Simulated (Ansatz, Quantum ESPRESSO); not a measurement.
# Evanescent states of ZnSe, zinc blende type, lattice constant set to 5.766 Å, part 4 of 4

How good a tunnel barrier is ZnSe, zinc blende type, lattice constant set to 5.766 Å?

Quantum ESPRESSO 7.5; plane-wave DFT, LDA, GBRV ultrasoft pseudopotentials; cross-check by Ansatz 0.2.0 with PAW datasets.

So far. Step 2 (Ground state): The run needed 10 iterations to bring the estimated error under 1e-09 Ry.

### 6. The same in Ansatz

A second code with its own PAW datasets, on the same atoms.

Level of this step: plane-wave DFT, LDA, Ansatz PAW (Ansatz 0.2.0).

Contents of input.yaml:

```yaml
crystal:
  lattice:
    - [4.0771777003, 0.0, 0.0]
    - [0.0, 4.0771777003, 0.0]
    - [0.0, 0.0, 5.766]
  atoms:
    - { symbol: Zn, position: [0.0, 0.0, 0.0] }
    - { symbol: Se, position: [0.5, 0.0, 0.25] }
    - { symbol: Zn, position: [0.5, 0.5, 0.5] }
    - { symbol: Se, position: [0.0, 0.5, 0.75] }
kpoints:
  mp_grid: { grid: [6, 6, 6] }
hamiltonian:
  xc: lda
scf:
  occupations: { method: fixed }
  convergence: { dr2_threshold: 1.0e-09 }
output:
  transmission:
    leads: [[0, 0]]
    kpoints: [[0, 0], [0.5, 0], [0.5, 0.5], [0.25, 0]]
    e_range: [-2.04, 4.93]
    de: 0.17
```

Started as:

```console
ansatz run input.yaml --threads 2 --pin off --max-ram 4096MiB --backend cpu --events-out ev --progress --plain --runs-dir out
```

Numbers of over 12 decimals in the logs are rounded to 6 here.

What it wrote:

```text
Engine: ansatz 0.2.0, x86_64-unknown-linux-gnu
Pseudopotentials: kind: paw
Pseudopotential: Zn, paw, valence charge 12, recommended cutoff 420 eV (normal), Zn.paw.azcp
Pseudopotential: Se, paw, valence charge 16, recommended cutoff 420 eV (normal), Se.paw.azcp
Functional definition: SPW92
  exchange = slater_x
  correlation = pw_c
Crystal: 4 atoms, lattice volume = 95.850 Å³
Basis set: ecut = 420 eV, 1875 PW (Γ)
Bands: 34, of which v1, the nominal top of the filled ones, is band 28 counted from 1 (27 counted from 0)
Symmetry: 16 space group operations
Space group: F-43m (ITA 216), of the structure as read, at distance tolerance 4.6e-5 Å
k-points: 40 of 216 (time reversal used)
Non-local potential: Zn, projectors of the file, l = 0: 2, l = 1: 2, l = 2: 3, l = 3: 1
Non-local potential: Se, projectors of the file, l = 0: 2, l = 1: 2, l = 2: 3, l = 3: 1
PAW form: soft (Blöchl's): semilocal exchange-correlation on the pseudo side does not see the compensation charge
PAW frozen core: Zn, regenerated for the run's functional, and the local potential with it (the file was generated under x = pbe(κ = 0.804, μ = 0.219515), c = pbe(β = 0.066725))
PAW frozen core: Se, regenerated for the run's functional, and the local potential with it (the file was generated under x = pbe(κ = 0.804, μ = 0.219515), c = pbe(β = 0.066725))
PAW one-centre angular grid: Zn, 590 points (default); XC on 64 Gauss nodes
PAW one-centre angular grid: Se, 590 points (default); XC on 64 Gauss nodes
Initial density: superposition of atomic densities (neutral atoms: chi_scale 0, normalization atom), corrected by the library's trained network
Initial wavefunctions: pseudopotential atomic-orbital guess
Functional: x = slater, c = lda
SCF iter   1: F=—  HF=-17261.508196 eV  |F-HF|=—  |Δ(HF+E_count)|=         —  Δρ=5.26e-3  dr2=1.74e-2  ethr=1.77e-3  ⟨swp⟩=4.9  Hψ=5021  notcnv=0  defer=155
preconditioner: auto → Resta (q_TF=auto, 2.495 Å⁻¹)  ε∞=5.4  [insulator: Δε(μ)=0.788 eV  Ē_g=10.854 eV  n_scr=28 (ndim 8)  ℏωp=22.8 eV  f_vac=0.133  ε∞_Penn≈5.4]
SCF iter   2: F=—  HF=-17261.503747 eV  |F-HF|=—  |Δ(HF+E_count)|=   4.45e-3  Δρ=2.48e-3  dr2=5.09e-3  ethr=3.11e-5  ⟨swp⟩=2.0  Hψ=2400  notcnv=0  defer=160
SCF iter   3: F=—  HF=-17261.503088 eV  |F-HF|=—  |Δ(HF+E_count)|=   6.59e-4  Δρ=1.64e-3  dr2=1.33e-3  ethr=9.10e-6  ⟨swp⟩=2.0  Hψ=2004  notcnv=0  defer=160
SCF iter   4: F=—  HF=-17261.502621 eV  |F-HF|=—  |Δ(HF+E_count)|=   4.66e-4  Δρ=3.18e-4  dr2=9.14e-5  ethr=2.38e-6  ⟨swp⟩=2.0  Hψ=2004  notcnv=0  defer=159
SCF iter   5: F=—  HF=-17261.502630 eV  |F-HF|=—  |Δ(HF+E_count)|=   8.84e-6  Δρ=1.22e-4  dr2=1.74e-5  ethr=1.63e-7  ⟨swp⟩=2.0  Hψ=1682  notcnv=0  defer=76
SCF iter   6: F=—  HF=-17261.502637 eV  |F-HF|=—  |Δ(HF+E_count)|=   6.53e-6  Δρ=2.13e-5  dr2=6.42e-7  ethr=3.12e-8  ⟨swp⟩=2.0  Hψ=1459  notcnv=0  defer=76
SCF iter   7: F=—  HF=-17261.502636 eV  |F-HF|=—  |Δ(HF+E_count)|=   3.25e-7  Δρ=4.75e-6  dr2=2.26e-8  ethr=1.15e-9  ⟨swp⟩=2.6  Hψ=2281  notcnv=0  defer=76
SCF iter   8: F=—  HF=-17261.502636 eV  |F-HF|=—  |Δ(HF+E_count)|=   6.43e-9  Δρ=1.20e-6  dr2=1.66e-9  ethr=4.03e-11  ⟨swp⟩=2.0  Hψ=2404  notcnv=0  defer=76
SCF iter   9: F=-17261.502636 eV  HF=-17261.502636 eV  |F-HF|=1.09e-11  |Δ(HF+E_count)|=  3.60e-10  Δρ=2.43e-7  dr2=1.22e-10  ethr=1.79e-12  ⟨swp⟩=7.3  Hψ=4964  notcnv=0
SCF 1 converged in 9 iterations: F = -17261.502636 eV  dr2 = 1.22e-10
  greatest PAW one-centre occupation: 1.000 electrons in one spin orbital (limit 2), on the Se atom at site 3 (counted from 0), in its partial waves of l = 2
transmission: 8 of 32 steps passed
transmission: 16 of 32 steps passed
transmission: 24 of 32 steps passed
transmission: 32 of 32 steps passed
SCF converged after 9 iterations
Free energy (F): -17261.502636 eV
Harris-Foulkes:  -17261.502636 eV  (|F-HF|=1.09e-11)
Internal energy: -17261.502636 eV  (E = F + TS)
E sigma→0 (E₀):  -17261.502636 eV
Fermi energy:    5.768961 eV
--- Per-component energies (eV) ---
  E_band       = -819.038308
  E_kinetic    = 499.172285
  E_local      = -8961.555353  (includes V_loc(G=0)·N_el)
  E_nonlocal   = 56.499414
  E_hartree    = 4130.406103
  E_xc         = -476.254738
  E_vxc        = -301.586083  (∫ρ·V_xc dr)
  E_paw        = -7168.300555  (= ΣΔE_a)
  E_vpaw       = -372.378724  (= ΣTr[D̂ρ^β])
  E_aug_tail   = -0.001918  (compensation charges beyond the density's cutoff)
  E_ewald      = -5349.016882
  E_core_change = 7.549007  (= ΣΔE_core)
  E_smearing   = -0.000000  (= −TS)
  E_closure    = 0.000000  (closes the sum)
  Σ components = -17261.502636   (vs F -17261.502636, Δ=0.00e0)
--- Band table (eV; the first three rows and the last of 40) ---
  k-point 0: bands = [... 24 lower, 3.7473, 5.7682, 5.7690, 5.7690, 6.5988, 8.6896, 9.0845, 11.4918, ... 2 higher]
  k-point 1: bands = [... 24 lower, 3.8548, 4.9178, 5.5831, 5.5831, 7.5083, 8.7952, 9.2059, 11.0968, ... 2 higher]
  k-point 2: bands = [... 24 lower, 4.1604, 4.1604, 5.1351, 5.1351, 8.6582, 9.1121, 9.4621, 10.3471, ... 2 higher]
  k-point 39: bands = [... 24 lower, 3.1761, 3.1761, 3.3054, 3.3054, 10.9695, 10.9695, 11.1069, 11.1069, ... 2 higher]
--- Transmission ---
  basis      : 145 plane waves across, 8 finite elements along
  points     : 4, as listed
  energies   : 42 from -2.040000 to 4.930000 eV about the Fermi level, 0.170000 eV apart; the leads are filled to 0.414931 eV, and channels, transmission and decay are at 0.340000 eV
  crystal 0  : Se2Zn2, at the sites [0, 0], period 5.7660 Å: whole cells are its period
    offset         : up to 0.0000 Å between an atom of the period and one for which it stands
    channels       : 0.000000e0 a spin
    conductance    : none, the energies end too early or step too widely for 300 K: set another output.transmission.e_range or a lower de, or, where they end at an eighth of basis.ecutwfc, a higher one
    slowest decay  : 0.0600 /Å at (0.0000, 0.0000)
```

Elapsed: 14 s, on 2 threads of Intel Xeon Platinum 8559C (Emerald Rapids), shared host; peak memory 0.57 GiB.

This step gave:

```
free energy                                      : -17261.5026 eV
gap by band count                                : 0.8299 eV
symmetry operations                              : 16
slowest decay at the grid energy nearest mid-gap : 0.06 Å⁻¹
peak of the smallest κ at the zone centre        : 0.05996 Å⁻¹
peak of the smallest κ at (1/2, 0)               : 0.2244 Å⁻¹
peak of the smallest κ at (1/2, 1/2)             : 0.3747 Å⁻¹
peak of the smallest κ at (1/4, 0)               : 0.2304 Å⁻¹
valence top, on the run's zero                   : 5.769 eV
```

K across = (0, 0) in the cell's reciprocal vectors; values within 0.0025 1/Å of each other count once, columns are sorted by size at each energy, a dash where no further value was kept. The Im kz of the slowest decaying states by energy, zero at the highest filled level of the SCF mesh:

| energy (eV) | decay 1 (Å⁻¹) | decay 2 (Å⁻¹) | decay 3 (Å⁻¹) |
| --- | --- | --- | --- |
| -2.04 | 0.0741 | 1.21 | - |
| -1.53 | 1.12 | - | - |
| -1.02 | 0.984 | 1.09 | 1.49 |
| -0.51 | 0.900 | 1.02 | 1.46 |
| 0.00 | 0.00426 | 0.826 | 0.935 |
| 0.17 | 0.0495 | 0.164 | 0.803 |
| 0.68 | 0.0465 | 0.302 | 0.734 |
| 1.19 | 0.367 | 0.668 | 0.705 |
| 1.70 | 0.404 | 0.589 | 1.33 |
| 2.21 | 0.421 | 0.472 | 1.30 |
| 2.72 | 0.252 | 0.357 | 0.424 |
| 3.40 | 0.409 | 1.21 | - |
| 3.91 | 0.125 | 0.382 | 1.17 |
| 4.42 | 0.217 | 0.341 | 1.13 |
| 4.93 | 0.251 | 0.278 | 1.09 |

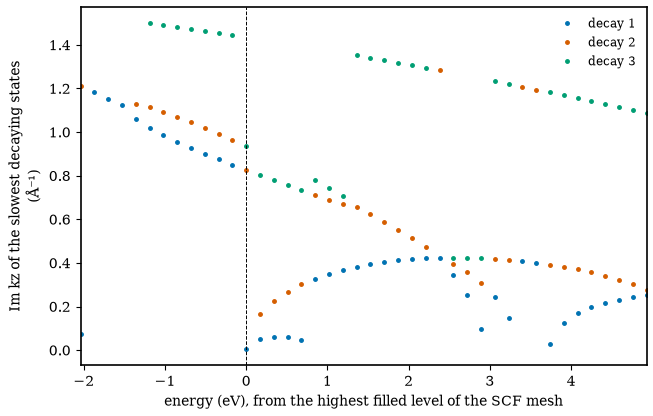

Im kz of the slowest decaying states against energy.

K across = (0, 0) in the cell's reciprocal vectors. Table of Re kz of states that move upwards by energy, zero at the highest filled level of the SCF mesh:

```
energy (eV)  channel 1 (Å⁻¹)  channel 2 (Å⁻¹)  channel 3 (Å⁻¹)
      -2.04           -0.386                -                -
      -1.70           -0.326            0.319            0.319
      -1.19           -0.238            0.532            0.532
      -0.85           -0.438           -0.438           -0.181
      -0.34           -0.252           -0.252          -0.0941
       0.00                -                -                -
       0.34                -                -                -
       0.85           0.0191                -                -
       1.19           0.0948                -                -
       1.70            0.176                -                -
       2.04            0.227                -                -
       2.55            0.307                -                -
       2.89            0.363                -                -
       3.23            0.311            0.428                -
       3.74            0.413                -                -
       4.08           -0.489                -                -
       4.59           -0.360                -                -
       4.93           -0.280                -                -
```

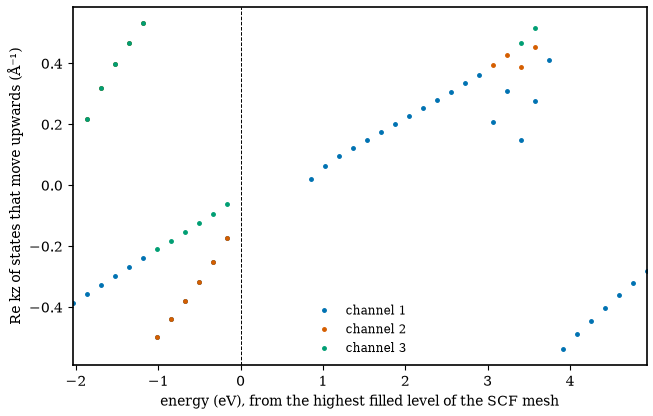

Re kz of states that move upwards, plotted against energy.

K across = (1/2, 0) in the cell's reciprocal vectors; values within 0.0025 1/Å of each other count once, columns are sorted by size at each energy, a dash where no further value was kept. Im kz of the slowest decaying states against energy, zero at the highest filled level of the SCF mesh:

```csv
energy (eV),decay 1 (Å⁻¹),decay 2 (Å⁻¹),decay 3 (Å⁻¹)
-2.04,0.932,1.45,-
-1.53,0.799,1.33,-
-1.02,0.540,1.24,-
-0.51,0.135,0.576,1.16
0.00,0.199,0.703,1.09
0.17,0.210,0.722,1.07
0.68,0.224,0.750,1.00
1.19,0.214,0.754,0.936
1.70,0.174,0.745,0.869
2.21,0.0585,0.725,0.801
2.72,0.698,0.730,-
3.40,0.626,0.648,-
3.91,0.0694,0.537,0.601
4.42,0.208,0.421,0.545
4.93,0.279,0.476,1.47
```

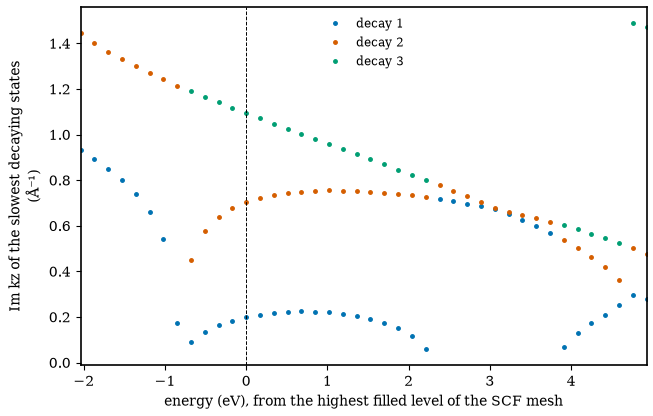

Im kz of the slowest decaying states against energy.

K across = (1/2, 1/2) in the cell's reciprocal vectors; values within 0.0025 1/Å of each other count once, columns are sorted by size at each energy, a dash where no further value was kept. Table of Im kz of the slowest decaying states by energy, zero at the highest filled level of the SCF mesh:

```csv
energy (eV),decay 1 (Å⁻¹),decay 2 (Å⁻¹)
-2.04,-,-
-1.53,0.266,0.283
-1.02,0.335,0.346
-0.51,0.367,0.370
0.00,0.374,0.379
0.17,0.372,0.380
0.68,0.357,0.373
1.19,0.329,0.355
1.70,0.288,0.326
2.21,0.228,0.282
2.72,0.125,0.215
3.40,-,-
3.91,-,-
4.42,-,-
4.93,1.47,1.49
```

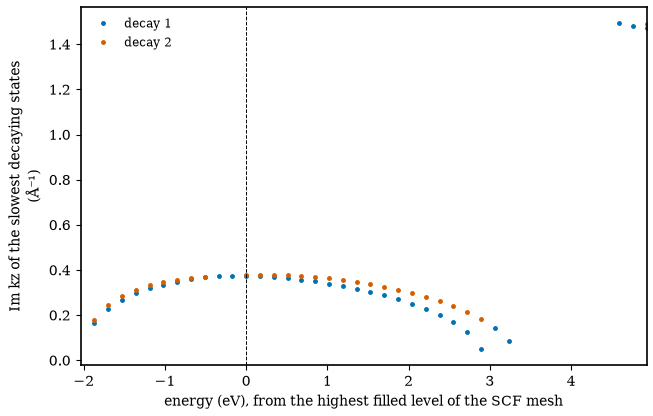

Im kz of the slowest decaying states, plotted against energy.

K across = (1/4, 0) in the cell's reciprocal vectors; values within 0.0025 1/Å of each other count once, columns are sorted by size at each energy, a dash where no further value was kept. Im kz of the slowest decaying states against energy, zero at the highest filled level of the SCF mesh:

```
energy (eV)  decay 1 (Å⁻¹)  decay 2 (Å⁻¹)  decay 3 (Å⁻¹)
     -2.040          0.103          0.371           1.28
     -1.530          0.148           1.16           1.38
     -1.020          0.107           1.06           1.33
     -0.510          0.981           1.28           1.38
      0.000          0.170          0.218          0.905
      0.510          0.218          0.391          0.830
      1.020          0.230          0.482          0.754
      1.530          0.215          0.541          0.675
      2.040          0.163          0.582          0.588
      2.550          0.486          0.615          0.918
      3.060          0.160          0.344          0.647
      3.570          0.203          0.701          0.832
      4.080          0.204          0.207          0.656
      4.420          0.195          0.219          0.622
```

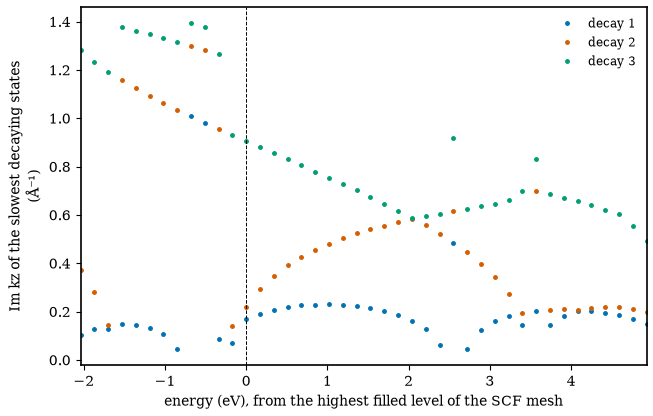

Im kz of the slowest decaying states against energy.

### 7. A check by hand

T falls as exp(−2κd). With κ = 0.060 1/Å, 10 Å of barrier pass exp(−2 × 0.060 × 10) = 0.30 of that channel, interfaces aside.

### 8. What came out

| Property | Result |
| --- | --- |
| gap on the SCF mesh | 0.82 eV |
| smallest κ at mid-gap among the four k points, at the zone centre | 0.060 Å⁻¹ |
| peak of the smallest κ in the stop band at the zone centre | 0.060 Å⁻¹ |
| peak of the smallest κ in the stop band at (1/2, 0) | 0.224 Å⁻¹ |
| peak of the smallest κ in the stop band at (1/2, 1/2) | 0.375 Å⁻¹ |
| peak of the smallest κ in the stop band at (1/4, 0) | 0.230 Å⁻¹ |
| energy of the peak at the zone centre, over the highest filled level | 0.34 eV |
| peak at the zone centre by Ansatz | 0.060 Å⁻¹ |

What this shows: With a gap of 0.82 eV on the mesh, the smallest κ at mid-gap among the four k points, at the zone centre is 0.060 Å⁻¹ (LDA, GBRV ultrasoft). For a barrier with the Fermi level at mid-gap the slowest state found, at the zone centre, loses a factor of ten in probability every 19 Å or so. Stop bands away from the zone centre are mostly wider than the gap, so their peaks can lie above the conduction bottom. At the zone centre pwcond's peak is 0.060 and Ansatz's 0.060 1/Å, 0 % apart. The gap holds only 4 points of the energy grid, so peaks are resolved roughly. The cell is the a/√2 one, turned by 45°, with two primitive cells, so X along [001] folds onto kz = 0. A semilocal gap is too small, often by a third to a half and by more in narrow-gap crystals, so real barriers decay faster. Spin-orbit coupling is left out; depending on the atoms that carry the levels of interest, it can split and shift them by tens to hundreds of meV.

[Logs are printed without paths, hosts, clocks, repeated set-up lines and the standing remarks that a program may print on its own settings, such as how far it seeks lower states.]

[Hosts, paths, dates, database ids (printed as entryN), source tags and the programs' standing remarks are cut or masked in the printed files.]

[Maps of the electrostatic potential energy from Ansatz leave out the sawtooth potential of an applied field or a dipole correction, so their vacuum need not be flat; planar profiles and work functions include it.]
